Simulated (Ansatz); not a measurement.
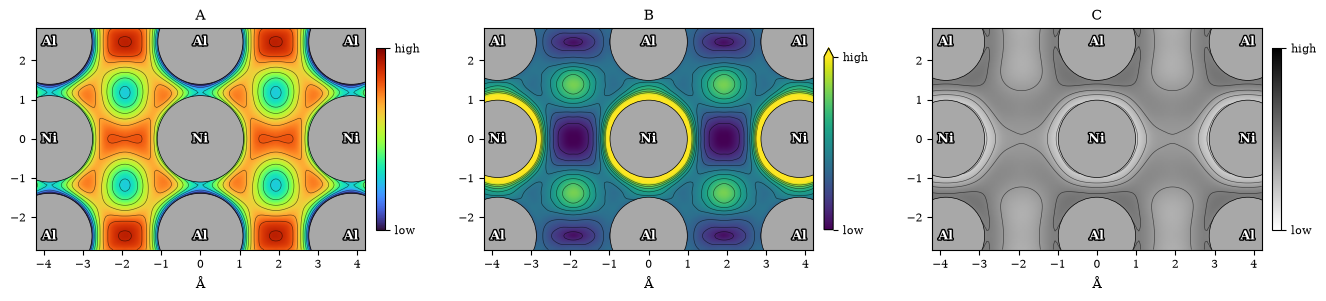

AlNi: 3 fields on the (011) plane of the conventional cell, with unlabelled colour scales. Grey discs cover the atomic cores.

Space group Cmmm; a structure from a database of computed crystals, not necessarily the ambient phase; computed pressure about 4 GPa in this cell; the program warned that a starting moment wasn't kept; spin-polarised, but the moments vanished.

Level of theory: Kohn-Sham DFT of a periodic cell, PBEsol, Ansatz PAW (Ansatz 0.2.0).

> The panels show electron localisation function, electrostatic potential energy of an electron and valence pseudo-density in some order. Assign them.

Panel A: electrostatic potential energy of an electron (low next to the atoms, rising into the space between them). Panel B: valence pseudo-density. Panel C: electron localisation function. From the grid: Al–Ni (2.48 Å): ρ at the midpoint is about 0.31 e/Å³; the ELF is about 0.40 at the midpoint.
